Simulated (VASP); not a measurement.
Pt: geometry relaxation (part 2 of 2)

Continued. System: Pt (1 atom in the cell). Method: Kohn-Sham DFT of a periodic cell, PBE, VASP PAW PBE potentials, recommended, no spin polarisation (VASP 6.6.1); cutoff 520 eV, 6×6×6 k-mesh, Gaussian smearing of 0.1 eV. The structure derives from an entry of the Crystallography Open Database.

Geometry of the input (Å; fractional positions):
```
0.0000  1.9609  1.9609
1.9609  0.0000  1.9609
1.9609  1.9609  0.0000
Pt 0.0000  0.0000  0.0000
```

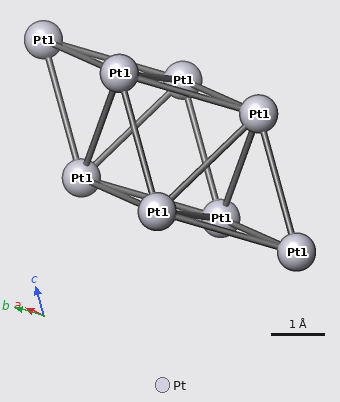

**Figure 1.** The geometry at step 8 of the log (ball-and-stick view of the cell of the calculation, seen at an oblique angle; atoms are numbered from 1 in the order of the input).

## Parts of OUTCAR, continued
```
  FREE ENERGIE OF THE ION-ELECTRON SYSTEM (eV)
  ---------------------------------------------------
  free  energy   TOTEN  =        -6.1956511637 eV

  energy  without entropy=       -6.1889000593  energy(sigma->0) =       -6.19227561

--------------------------------------- Ionic step        2  -------------------------------------------

 number of electron       9.9999999 magnetization

 E-fermi :   9.5629     XC(G=0): -12.9548     alpha+bet :-15.1674

 val. band max:        9.5423821512   @ k =   0.5000   0.5000   0.0000
 cond. band min:       9.5767307900   @ k =   0.5000   0.0000   0.0000
 fundamental gap:      0.0343486387
 Fermi energy:         9.5628777345

 k-point     1 :       0.0000    0.0000    0.0000
  band No.  band energies     occupation
      1       0.3657      2.00000
      2       6.3019      2.00000
      3       6.3019      2.00000
      4       6.3019      2.00000
      5       8.1466      2.00000
      6       8.1466      2.00000
      7      24.4519      0.00000
      8      28.9009      0.00000
      9      28.9009      0.00000

 k-point     2 :       0.1667    0.0000    0.0000
  band No.  band energies     occupation
      1       1.3301      2.00000
      2       6.0004      2.00000
      3       6.5873      2.00000
      4       6.5873      2.00000
      5       8.0666      2.00000
      6       8.0666      2.00000
      7      25.0578      0.00000
      8      25.7143      0.00000
      9      30.2386      0.00000

 k-point     3 :       0.3333    0.0000    0.0000
  band No.  band energies     occupation
      1       2.9493      2.00000
      2       6.4784      2.00000
      3       6.4784      2.00000
      4       6.7856      2.00000
      5       8.8480      2.00000
      6       8.8480      2.00000
      7      19.2412      0.00000
      8      25.0075      0.00000
      9      29.9674      0.00000

 k-point     4 :       0.5000    0.0000    0.0000
  band No.  band energies     occupation
      1       3.1606      2.00000
      2       6.2542      2.00000
      3       6.2542      2.00000
      4       9.4917      1.68592
      5       9.5767      0.84468
      6       9.5767      0.84468
      7      14.7482      0.00000
      8      23.9897      0.00000
      9      27.9229      0.00000

 k-point     5 :       0.1667    0.1667    0.0000
  band No.  band energies     occupation
      1       1.6633      2.00000
      2       5.5782      2.00000
      3       6.9614      2.00000
      4       6.9614      2.00000
      5       7.3842      2.00000
      6       8.4678      2.00000
      7      26.2709      0.00000
      8      27.0585      0.00000
      9      28.0675      0.00000

 [... the levels of 10 k-points are left out ...]

 k-point    16 :      -0.3333    0.5000    0.1667
  band No.  band energies     occupation
      1       4.2918      2.00000
      2       4.6598      2.00000
      3       6.9963      2.00000
      4       8.3961      2.00000
      5       9.9621      0.00000
      6      15.2878      0.00000
      7      16.3387      0.00000
      8      19.2008      0.00000
      9      20.8771      0.00000

------------------------ aborting loop because EDIFF is reached ----------------------------------------

  FORCE on cell =-STRESS in cart. coord.  units (eV):
  Direction    XX          YY          ZZ          XY          YZ          ZX
  --------------------------------------------------------------------------------------
  -------------------------------------------------------------------------------------
  Total       -1.4590315     -1.4590315     -1.4590315     -0.0000000      0.0000000      0.0000000
  in kB     -141.5076798   -141.5076798   -141.5076798     -0.0000000      0.0000000      0.0000000
  external PRESSURE =    -141.5076798 kB  Pullay stress =       0.0000000 kB

 VOLUME and BASIS-vectors are now :
 -----------------------------------------------------------------------------
  energy-cutoff  :      520.00
  volume of cell :       16.52
      direct lattice vectors                 reciprocal lattice vectors
    -0.000000000  2.021413130  2.021413130    -0.247351713  0.247351713  0.247351713
     2.021413130 -0.000000000  2.021413130     0.247351713 -0.247351713  0.247351713
     2.021413130  2.021413130 -0.000000000     0.247351713  0.247351713 -0.247351713

 POSITION                                       TOTAL-FORCE (eV/Angst)
 -----------------------------------------------------------------------------------
      2.02141      2.02141      4.04283        -0.000000     -0.000000      0.000000
 -----------------------------------------------------------------------------------
    total drift:                               -0.000000     -0.000000     -0.000000

  FREE ENERGIE OF THE ION-ELECTRON SYSTEM (eV)
  ---------------------------------------------------
  free  energy   TOTEN  =        -6.1518197141 eV

  energy  without entropy=       -6.1428500872  energy(sigma->0) =       -6.14733490

--------------------------------------- Ionic step        3  -------------------------------------------

 number of electron      10.0000001 magnetization

------------------------ aborting loop because EDIFF is reached ----------------------------------------

  FORCE on cell =-STRESS in cart. coord.  units (eV):
  Direction    XX          YY          ZZ          XY          YZ          ZX
  --------------------------------------------------------------------------------------
  -------------------------------------------------------------------------------------
  Total       -0.0077715     -0.0077715     -0.0077715      0.0000000      0.0000000      0.0000000
  in kB       -0.8054666     -0.8054666     -0.8054666      0.0000000      0.0000000      0.0000000
  external PRESSURE =      -0.8054666 kB  Pullay stress =       0.0000000 kB

 VOLUME and BASIS-vectors are now :
 -----------------------------------------------------------------------------
  energy-cutoff  :      520.00
  volume of cell :       15.46
      direct lattice vectors                 reciprocal lattice vectors
    -0.000000000  1.977175064  1.977175064    -0.252886054  0.252886054  0.252886054
     1.977175064 -0.000000000  1.977175064     0.252886054 -0.252886054  0.252886054
     1.977175064  1.977175064 -0.000000000     0.252886054  0.252886054 -0.252886054

 POSITION                                       TOTAL-FORCE (eV/Angst)
 -----------------------------------------------------------------------------------
      0.00000      0.00000     -0.00000        -0.000000     -0.000000     -0.000000
 -----------------------------------------------------------------------------------
    total drift:                               -0.000000      0.000000     -0.000000

  FREE ENERGIE OF THE ION-ELECTRON SYSTEM (eV)
  ---------------------------------------------------
  free  energy   TOTEN  =        -6.2032729176 eV

  energy  without entropy=       -6.1961727289  energy(sigma->0) =       -6.19972282

[... ionic steps 4 to 13 ...]

--------------------------------------- Ionic step       14  -------------------------------------------

 number of electron      10.0000001 magnetization

------------------------ aborting loop because EDIFF is reached ----------------------------------------

  FORCE on cell =-STRESS in cart. coord.  units (eV):
  Direction    XX          YY          ZZ          XY          YZ          ZX
  --------------------------------------------------------------------------------------
  -------------------------------------------------------------------------------------
  Total        0.0021801      0.0021801      0.0021801      0.0000000      0.0000000      0.0000000
  in kB        0.2260649      0.2260649      0.2260649      0.0000000      0.0000000      0.0000000
  external PRESSURE =       0.2260649 kB  Pullay stress =       0.0000000 kB

 VOLUME and BASIS-vectors are now :
 -----------------------------------------------------------------------------
  energy-cutoff  :      520.00
  volume of cell :       15.45
      direct lattice vectors                 reciprocal lattice vectors
    -0.000000000  1.976868385  1.976868385    -0.252925285  0.252925285  0.252925285
     1.976868385 -0.000000000  1.976868385     0.252925285 -0.252925285  0.252925285
     1.976868385  1.976868385  0.000000000     0.252925285  0.252925285 -0.252925285

 POSITION                                       TOTAL-FORCE (eV/Angst)
 -----------------------------------------------------------------------------------
      0.00000      0.00000      0.00000        -0.000000     -0.000000      0.000000
 -----------------------------------------------------------------------------------
    total drift:                                0.000000      0.000000     -0.000000

  FREE ENERGIE OF THE ION-ELECTRON SYSTEM (eV)
  ---------------------------------------------------
  free  energy   TOTEN  =        -6.2032754664 eV

  energy  without entropy=       -6.1961824157  energy(sigma->0) =       -6.19972894

--------------------------------------- Ionic step       15  -------------------------------------------

 number of electron      10.0000001 magnetization

------------------------ aborting loop because EDIFF is reached ----------------------------------------

  FORCE on cell =-STRESS in cart. coord.  units (eV):
  Direction    XX          YY          ZZ          XY          YZ          ZX
  --------------------------------------------------------------------------------------
  -------------------------------------------------------------------------------------
  Total        0.0021108      0.0021108      0.0021108     -0.0000000      0.0000000     -0.0000000
  in kB        0.2188680      0.2188680      0.2188680     -0.0000000      0.0000000     -0.0000000
  external PRESSURE =       0.2188680 kB  Pullay stress =       0.0000000 kB

 VOLUME and BASIS-vectors are now :
 -----------------------------------------------------------------------------
  energy-cutoff  :      520.00
  volume of cell :       15.45
      direct lattice vectors                 reciprocal lattice vectors
    -0.000000000  1.976883717  1.976883717    -0.252923324  0.252923324  0.252923324
     1.976883717 -0.000000000  1.976883717     0.252923324 -0.252923324  0.252923324
     1.976883717  1.976883717  0.000000000     0.252923324  0.252923324 -0.252923324

 POSITION                                       TOTAL-FORCE (eV/Angst)
 -----------------------------------------------------------------------------------
      1.97688      1.97688      0.00000         0.000000     -0.000000     -0.000000
 -----------------------------------------------------------------------------------
    total drift:                                0.000000      0.000000     -0.000000

  FREE ENERGIE OF THE ION-ELECTRON SYSTEM (eV)
  ---------------------------------------------------
  free  energy   TOTEN  =        -6.2032754853 eV

  energy  without entropy=       -6.1961820343  energy(sigma->0) =       -6.19972876

--------------------------------------- Ionic step       16  -------------------------------------------

 number of electron      10.0000001 magnetization

 Free energy of the ion-electron system (eV)
  ---------------------------------------------------
  ext. energy  EPLUGINS =         0.00000000
  ---------------------------------------------------
  free energy    TOTEN  =        -6.20327545 eV

  energy without entropy =       -6.19618139  energy(sigma->0) =       -6.19972842

 E-fermi :  10.7780     XC(G=0): -13.3518     alpha+bet :-16.2148

 val. band max:       10.7587333339   @ k =   0.5000   0.5000   0.0000
 cond. band min:      10.7952999035   @ k =   0.5000   0.0000   0.0000
 fundamental gap:      0.0365665696
 Fermi energy:        10.7779968188

 k-point     1 :       0.0000    0.0000    0.0000
  band No.  band energies     occupation
      1       0.8571      2.00000
      2       7.1306      2.00000
      3       7.1306      2.00000
      4       7.1306      2.00000
      5       9.1925      2.00000
      6       9.1925      2.00000
      7      25.5166      0.00000
      8      30.3385      0.00000
      9      30.3385      0.00000

 k-point     2 :       0.1667    0.0000    0.0000
  band No.  band energies     occupation
      1       1.8812      2.00000
      2       6.7881      2.00000
      3       7.4456      2.00000
      4       7.4456      2.00000
      5       9.0957      2.00000
      6       9.0957      2.00000
      7      26.5980      0.00000
      8      26.8981      0.00000
      9      31.8779      0.00000

 k-point     3 :       0.3333    0.0000    0.0000
  band No.  band energies     occupation
      1       3.5343      2.00000
      2       7.3203      2.00000
      3       7.3203      2.00000
      4       7.6415      2.00000
      5       9.9685      2.00000
      6       9.9685      2.00000
      7      20.9345      0.00000
      8      26.2213      0.00000
      9      31.9112      0.00000

 k-point     4 :       0.5000    0.0000    0.0000
  band No.  band energies     occupation
      1       3.7141      2.00000
      2       7.0701      2.00000
      3       7.0701      2.00000
      4      10.4295      2.00000
      5      10.7953      0.80669
      6      10.7953      0.80668
      7      16.4338      0.00000
      8      25.0739      0.00000
      9      29.6119      0.00000

 k-point     5 :       0.1667    0.1667    0.0000
  band No.  band energies     occupation
      1       2.2356      2.00000
      2       6.3172      2.00000
      3       7.8606      2.00000
      4       7.8606      2.00000
      5       8.3239      2.00000
      6       9.5504      2.00000
      7      27.5796      0.00000
      8      28.5042      0.00000
      9      29.8116      0.00000

 [... the levels of 10 k-points are left out ...]

 k-point    16 :      -0.3333    0.5000    0.1667
  band No.  band energies     occupation
      1       4.8870      2.00000
      2       5.3069      2.00000
      3       7.8823      2.00000
      4       9.4480      2.00000
      5      11.2310      0.00000
      6      16.7240      0.00000
      7      18.0122      0.00000
      8      20.7260      0.00000
      9      22.5937      0.00000

------------------------ aborting loop because EDIFF is reached ----------------------------------------

  FORCE on cell =-STRESS in cart. coord.  units (eV):
  Direction    XX          YY          ZZ          XY          YZ          ZX
  --------------------------------------------------------------------------------------
  -------------------------------------------------------------------------------------
  Total       -0.0001235     -0.0001235     -0.0001235      0.0000000     -0.0000000      0.0000000
  in kB       -0.0128066     -0.0128066     -0.0128066      0.0000000     -0.0000000      0.0000000
  external PRESSURE =      -0.0128066 kB  Pullay stress =       0.0000000 kB

 VOLUME and BASIS-vectors are now :
 -----------------------------------------------------------------------------
  energy-cutoff  :      520.00
  volume of cell :       15.45
      direct lattice vectors                 reciprocal lattice vectors
    -0.000000000  1.976914381  1.976914381    -0.252919400  0.252919400  0.252919400
     1.976914381 -0.000000000  1.976914381     0.252919400 -0.252919400  0.252919400
     1.976914381  1.976914381  0.000000000     0.252919400  0.252919400 -0.252919400

 POSITION                                       TOTAL-FORCE (eV/Angst)
 -----------------------------------------------------------------------------------
      0.00000      0.00000      0.00000        -0.000000      0.000000      0.000000
 -----------------------------------------------------------------------------------
    total drift:                                0.000000      0.000000     -0.000000

  FREE ENERGIE OF THE ION-ELECTRON SYSTEM (eV)
  ---------------------------------------------------
  free  energy   TOTEN  =        -6.2032754497 eV

  energy  without entropy=       -6.1961813870  energy(sigma->0) =       -6.19972842

 reached required accuracy - stopping structural energy minimisation
```

## CONTCAR
```
Pt
   1.00000000000000
    -0.0000000000000000    1.9769143811023744    1.9769143811023744
     1.9769143811023744   -0.0000000000000000    1.9769143811023744
     1.9769143811023744    1.9769143811023744    0.0000000000000000
  Pt
     1
Direct
     0.0000000000000000    0.0000000000000000    0.0000000000000000

  0.00000000E+00  0.00000000E+00  0.00000000E+00
```

## Trajectory as extended XYZ (Å, eV, eV/Å), 16 frames, from step=0 to step=15
```
1
Lattice="0.0000 1.9609 1.9609 1.9609 0.0000 1.9609 1.9609 1.9609 0.0000" Properties=species:S:1:pos:R:3:forces:R:3 step=0 energy=-6.19565
Pt    0.0000    0.0000    0.0000    0.0000   0.0000   0.0000
1
Lattice="-0.0000 2.0214 2.0214 2.0214 -0.0000 2.0214 2.0214 2.0214 -0.0000" Properties=species:S:1:pos:R:3:forces:R:3 step=1 energy=-6.15182
Pt    2.0214    2.0214    4.0428    0.0000   0.0000   0.0000
1
Lattice="-0.0000 1.9772 1.9772 1.9772 -0.0000 1.9772 1.9772 1.9772 -0.0000" Properties=species:S:1:pos:R:3:forces:R:3 step=2 energy=-6.20327
Pt    0.0000    0.0000    0.0000    0.0000   0.0000   0.0000
1
Lattice="-0.0000 1.9768 1.9768 1.9768 -0.0000 1.9768 1.9768 1.9768 -0.0000" Properties=species:S:1:pos:R:3:forces:R:3 step=3 energy=-6.20328
Pt    0.0000    0.0000    0.0000    0.0000   0.0000   0.0000
1
Lattice="-0.0000 1.9769 1.9769 1.9769 -0.0000 1.9769 1.9769 1.9769 0.0000" Properties=species:S:1:pos:R:3:forces:R:3 step=4 energy=-6.20328
Pt    1.9768    1.9768    0.0000    0.0000   0.0000   0.0000
1
Lattice="-0.0000 1.9769 1.9769 1.9769 -0.0000 1.9769 1.9769 1.9769 0.0000" Properties=species:S:1:pos:R:3:forces:R:3 step=5 energy=-6.20328
Pt    0.0000    0.0000    0.0000    0.0000   0.0000   0.0000
1
Lattice="-0.0000 1.9769 1.9769 1.9769 -0.0000 1.9769 1.9769 1.9769 0.0000" Properties=species:S:1:pos:R:3:forces:R:3 step=6 energy=-6.20328
Pt    1.9769    1.9769    0.0000    0.0000   0.0000   0.0000
1
Lattice="-0.0000 1.9769 1.9769 1.9769 -0.0000 1.9769 1.9769 1.9769 0.0000" Properties=species:S:1:pos:R:3:forces:R:3 step=7 energy=-6.20328
Pt    0.0000    0.0000    0.0000    0.0000   0.0000   0.0000
1
Lattice="-0.0000 1.9769 1.9769 1.9769 -0.0000 1.9769 1.9769 1.9769 0.0000" Properties=species:S:1:pos:R:3:forces:R:3 step=8 energy=-6.20328
Pt    1.9769    1.9769    0.0000    0.0000   0.0000   0.0000
1
Lattice="-0.0000 1.9769 1.9769 1.9769 -0.0000 1.9769 1.9769 1.9769 0.0000" Properties=species:S:1:pos:R:3:forces:R:3 step=9 energy=-6.20328
Pt    0.0000    0.0000    0.0000    0.0000   0.0000   0.0000
1
Lattice="-0.0000 1.9769 1.9769 1.9769 -0.0000 1.9769 1.9769 1.9769 0.0000" Properties=species:S:1:pos:R:3:forces:R:3 step=10 energy=-6.20328
Pt    1.9769    1.9769    0.0000    0.0000   0.0000   0.0000
1
Lattice="-0.0000 1.9769 1.9769 1.9769 -0.0000 1.9769 1.9769 1.9769 0.0000" Properties=species:S:1:pos:R:3:forces:R:3 step=11 energy=-6.20328
Pt    0.0000    0.0000    0.0000    0.0000   0.0000   0.0000
1
Lattice="-0.0000 1.9769 1.9769 1.9769 -0.0000 1.9769 1.9769 1.9769 0.0000" Properties=species:S:1:pos:R:3:forces:R:3 step=12 energy=-6.20328
Pt    1.9769    1.9769    0.0000    0.0000   0.0000   0.0000
1
Lattice="-0.0000 1.9769 1.9769 1.9769 -0.0000 1.9769 1.9769 1.9769 0.0000" Properties=species:S:1:pos:R:3:forces:R:3 step=13 energy=-6.20328
Pt    0.0000    0.0000    0.0000    0.0000   0.0000   0.0000
1
Lattice="-0.0000 1.9769 1.9769 1.9769 -0.0000 1.9769 1.9769 1.9769 0.0000" Properties=species:S:1:pos:R:3:forces:R:3 step=14 energy=-6.20328
Pt    1.9769    1.9769    0.0000    0.0000   0.0000   0.0000
1
Lattice="-0.0000 1.9769 1.9769 1.9769 -0.0000 1.9769 1.9769 1.9769 0.0000" Properties=species:S:1:pos:R:3:forces:R:3 step=15 energy=-6.20328
Pt    0.0000    0.0000    0.0000    0.0000   0.0000   0.0000
```
